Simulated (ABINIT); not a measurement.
# Beyond one shot: GaP (F-43m)

Aim: iterate the self-energy on GaP (F-43m) and follow the gap from cycle to cycle.

Program: ABINIT 10.8.3. Level of theory: PBE and many-body steps on it, plane waves. Results are calculated unless marked as measured.

**The experiments to reproduce.**

- Gap 2.25 ± 0.04 eV: optical gap from Tauc plot (fundamental, indirect); spectroscopic ellipsometry, Tauc-Lorentz fit and Tauc plot; 300 K; film (GaP layer on Si reference sample) on Si (“Assessment of GaPSb/Si tandem material association properties for photoelectrochemical cells”, 2020, arxiv:2002.02774).

This is a report of a sequence of runs, with most program output left out.

### 1. The structure

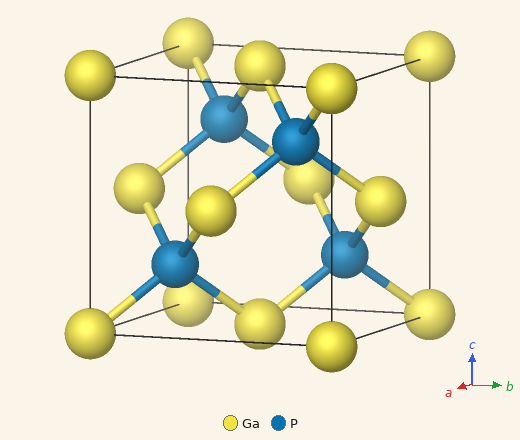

The starting structure, seen slightly off an axis (gallium yellow, phosphorus blue). This picture shows the conventional cell, with its axes. Bonds to atoms that aren't drawn are left out. Some periodic images of atoms are drawn too.

The cell and positions come from the Crystallography Open Database and are kept as given unless a step says otherwise.

### 2. Empty states on the mesh, 4×4×4 mesh, 50 bands

This step: ABINIT 10.8.3; DFT, PBE, plane waves, norm-conserving pseudopotentials.

The sums over transitions need many empty states on a uniform mesh; this step solves for them.

File run.abi:

```
acell 3*1.0 Angstrom
rprim 
  0.000000000000 2.725250000000 2.725250000000
  2.725250000000 0.000000000000 2.725250000000
  2.725250000000 2.725250000000 0.000000000000
ntypat 2
znucl 31 15
natom 2
typat 1 2
xred 
  0.000000000000 0.000000000000 0.000000000000
  0.250000000000 0.250000000000 0.250000000000
pp_dirpath "pseudos"
pseudos "Ga.upf, P.upf"
ecut 36
ngkpt 4 4 4
nshiftk 1
shiftk 0 0 0
kptopt 1
chksymbreak 0
iscf -2
irdden 1
istwfk *1
nband 50
nbdbuf 4
tolwfr 1e-09
nstep 60
prtvol 0
indata_prefix "in"
outdata_prefix "out"
tmpdata_prefix "tmp"
```

Command:

```bash
$ OMP_NUM_THREADS=1 mpirun -n 4 abinit run.abi > log
```

Run time: 8.1 s. Hardware: 4 MPI ranks of Intel Xeon 6975P-C (Granite Rapids), shared host; peak memory 0.3 GiB; 32 s of CPU time.

This step gave:

| Item | Value |
| --- | --- |
| gap | 1.653 eV |
| k of the valence top | 0, 0, 0 |
| k of the conduction bottom | 0.5, 0.5, 0 |
| least direct gap | 1.817 eV |
| k points computed | 8 |
| lowest point of the top converged band, above the valence top | 45.23 eV |

On this mesh the gap is 1.653 eV.

The density comes from a self-consistent run that is not shown.

### 3. Screening, 4×4×4 mesh, 46 bands, screening to 106.1 eV

The RPA dielectric matrix is built and inverted for each q.

This step: RPA screening on PBE, plane waves, norm-conserving pseudopotentials.

Changes to run.abi since step 2:

```diff
@@ -20,10 +20,11 @@
 chksymbreak 0
-iscf -2
-irdden 1
 istwfk *1
-nband 50
-nbdbuf 4
-tolwfr 1e-09
-nstep 60
-prtvol 0
+occopt 1
+irdwfk 1
+optdriver 3
+nband 46
+ecuteps 3.9
+inclvkb 2
+awtr 1
+symchi 1
 indata_prefix "in"
```

Elapsed: 6.4 s, on 4 MPI ranks; peak memory 0.48 GiB.

Numbers from this step:

```
ε∞ with local fields, on this mesh, along the program's q direction : 18.02
the same without local fields                                       : 19.59
plasma frequency                                                    : 24.76 eV
plane waves in the screening matrix                                 : 113
```

Local fields lower ε∞ by 8 %. On a Γ-centred mesh this coarse the value itself is usually too large, while a short band sum pulls it down.

### 4. G0W0

The self-energy is evaluated for the states that the input lists, and the levels follow from it, in one-shot runs by the linearised quasiparticle equation.

This step: G0W0 on PBE, plane waves, norm-conserving pseudopotentials.

Changes to run.abi since step 3:

```diff
@@ -23,8 +23,17 @@
 irdwfk 1
-optdriver 3
+optdriver 4
 nband 46
+gwcalctyp 0
+ecutsigx 36
+symsigma 1
+nkptgw 2
+kptgw 
+  0.0000000000 0.0000000000 0.0000000000
+  0.5000000000 0.5000000000 0.0000000000
+bdgw 
+  7 13
+  8 11
 ecuteps 3.9
-inclvkb 2
-awtr 1
-symchi 1
+irdscr 1
+ppmodel 1
 indata_prefix "in"
```

It took 4.2 s on 4 MPI ranks; peak memory 0.55 GiB.

This step gave:

| Quantity | Value |
| --- | --- |
| G0W0 gap on the points computed | 2.014 eV |
| starting gap on the mesh | 1.653 eV |
| k of the valence top | 0, 0, 0 |
| k of the conduction bottom | 0.5, 0.5, 0 |
| Z at the valence top | 0.783 |
| Z at the conduction bottom | 0.807 |
| least direct G0W0 gap on the computed points | 2.366 eV |

The gap on the mesh goes from 1.65 eV to 2.01 eV, a correction of +0.36 eV.

### 5. evGW0, cycle 1

This step: evGW0 on PBE, plane waves, norm-conserving pseudopotentials.

Changes to run.abi since step 4:

```diff
@@ -25,12 +25,24 @@
 nband 46
-gwcalctyp 0
+gwcalctyp 10
 ecutsigx 36
 symsigma 1
-nkptgw 2
+nkptgw 8
 kptgw 
   0.0000000000 0.0000000000 0.0000000000
+  0.2500000000 0.0000000000 0.0000000000
+  0.5000000000 0.0000000000 0.0000000000
+  0.2500000000 0.2500000000 0.0000000000
+  0.5000000000 0.2500000000 0.0000000000
+  -0.2500000000 0.2500000000 0.0000000000
   0.5000000000 0.5000000000 0.0000000000
+  -0.2500000000 0.5000000000 0.2500000000
 bdgw 
-  7 13
-  8 11
+  1 13
+  1 13
+  1 13
+  1 13
+  1 13
+  1 13
+  1 13
+  1 13
 ecuteps 3.9
```

Wall time 25 s (4 MPI ranks); peak memory 0.9 GiB; 98 s of CPU time.

This step gave:

- quasiparticle gap on the mesh: 2.107 eV
- gap of the density functional on the mesh: 1.653 eV
- k of the valence top: 0, 0, 0
- k of the conduction bottom: 0.5, 0.5, 0
- Z at the valence top: 0.783
- Z at the conduction bottom: 0.807
- least direct quasiparticle gap on the computed points: 2.515 eV

Against G0W0 in ABINIT (4×4×4 mesh, 46 bands, screening to 106.1 eV, Godby-Needs plasmon pole), the gap moves by +0.093 eV. This first cycle still uses the starting levels; it takes the full correction, at all points of the mesh, and its linearised value is 2.014 eV.

### 6. evGW0, cycle 2

The corrected levels of the last cycle go back in.

Changes to run.abi since step 5:

```diff
@@ -50,2 +50,3 @@
 ppmodel 1
+irdqps 1
 indata_prefix "in"
```

The job ended after 24 s (4 MPI ranks; peak memory 0.9 GiB).

This step gave:

```yaml
quasiparticle_gap_on_the_mesh: 2.079 eV
gap_of_the_density_functional_on_the_mesh: 1.653 eV
k_of_the_valence_top: 0, 0, 0
k_of_the_conduction_bottom: 0.5, 0.5, 0
least_direct_quasiparticle_gap_on_the_computed_points: 2.435 eV
```

Against the cycle before, the gap moves by −0.028 eV.

### 7. evGW0, cycle 3

run.abi is that of step 6.

It took 24 s on 4 MPI ranks; peak memory 0.9 GiB.

Numbers from this step:

```yaml
quasiparticle_gap_on_the_mesh: 2.079 eV
gap_of_the_density_functional_on_the_mesh: 1.653 eV
k_of_the_valence_top: 0, 0, 0
k_of_the_conduction_bottom: 0.5, 0.5, 0
least_direct_quasiparticle_gap_on_the_computed_points: 2.443 eV
```

Against the cycle before, the gap moves by +0.000 eV.

### 8. The runs together

Times are wall times on 4 MPI ranks of Intel Xeon 6975P-C (Granite Rapids), shared host, good to a factor of about two. A run's time includes the screening step that it read.

```tsv
run	mesh	bands	screening cutoff (eV)	DFT gap (eV)	gap on the mesh (eV)	direct (eV)	ε∞ used	time
G0W0	4×4×4	46	106.1	1.653	2.014	2.366	18.02	11 s
evGW0, cycle 1	4×4×4	46	106.1	1.653	2.107	2.515	18.02	31 s
evGW0, cycle 2	4×4×4	46	106.1	1.653	2.079	2.435	18.02	31 s
evGW0, cycle 3	4×4×4	46	106.1	1.653	2.079	2.443	18.02	30 s
```

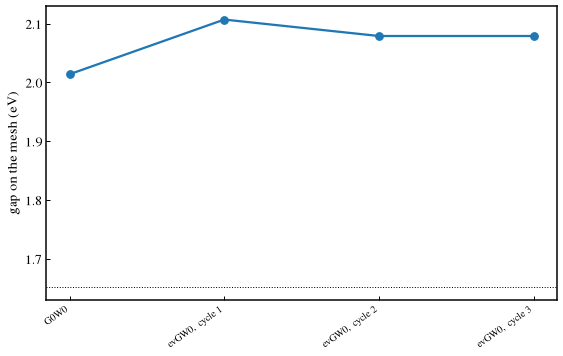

The gap through the cycles; the dotted line is the starting gap.

### 9. Summary of results

| Item | Value |
| --- | --- |
| G0W0 | 2.014 eV |
| evGW0, cycle 1 | 2.107 eV |
| evGW0, cycle 2 | 2.079 eV |
| evGW0, cycle 3 | 2.079 eV |
| known limits | not at the basis limit; exchange with frozen shells missing; no spin-orbit coupling; coarse k mesh |

**Reading.** Only the bands that the input lists are updated; the others, empty or deep, keep the functional's energies or take a rigid shift. evGW0 ends at 2.08 eV, +0.06 eV from G0W0, after 3 cycles that took 72 s beside the first screening; the last moved the gap by 0.000 eV. The first cycle of evGW0 takes the full correction, without the factor Z, so it overshoots the one-shot value. Against experiment, by evGW0, cycle 3: the gap of 2.08 eV lies −0.17 eV from the measured 2.25 ± 0.04 eV (indirect, 300 K, on Si, 2020). These are gaps on the mesh, at modest bands and cutoff. The calculation has static nuclei and no excitons; a measured gap holds zero-point and thermal motion, which mostly lowers it. Bands and cutoff are finite, so the gap is not at the basis limit. The miss can reach some tenths of an eV and take either sign; the mesh is an error of its own. A denser mesh or path gives a starting gap of 1.59 eV: the GW mesh misses a band edge, so its gaps are not the fundamental one. The 4×4×4 mesh is coarse for this cell, which bears on the long-range parts of exchange and screening. The norm-conserving file of at least one element keeps a d shell over frozen s and p shells of the same row. Exchange with those shells is missing from the self-energy, an error of 0.3 to 0.9 eV in cases checked, whose sign depends on which edge lies on those atoms. The many-body steps are scalar-relativistic: spin-orbit coupling is not in them.

[Paths, hosts, dates, memory and timing lines, banners, echoed tables and standing remarks are left out of the program output.]

[Logs are printed without paths, hosts, clocks, repeated set-up lines and the standing remarks that a program may print on its own settings, such as how far it seeks lower states.]

[Runs of the session that timed out or met a known fault of the program may be left out.]

[Hosts, paths, dates, database ids (printed as entryN), source tags and the programs' standing remarks are cut or masked in the printed files.]

[G0W0 gaps are taken among the corrected bands and points alone; a level outside them can change the order at an edge.]

[Where Ansatz stands beside ABINIT at settings called matched, ABINIT's density can come from a denser mesh and the files from another edition; pairs whose starting gaps differed by over 0.03 eV were left out, so agreement reads better than it is.]
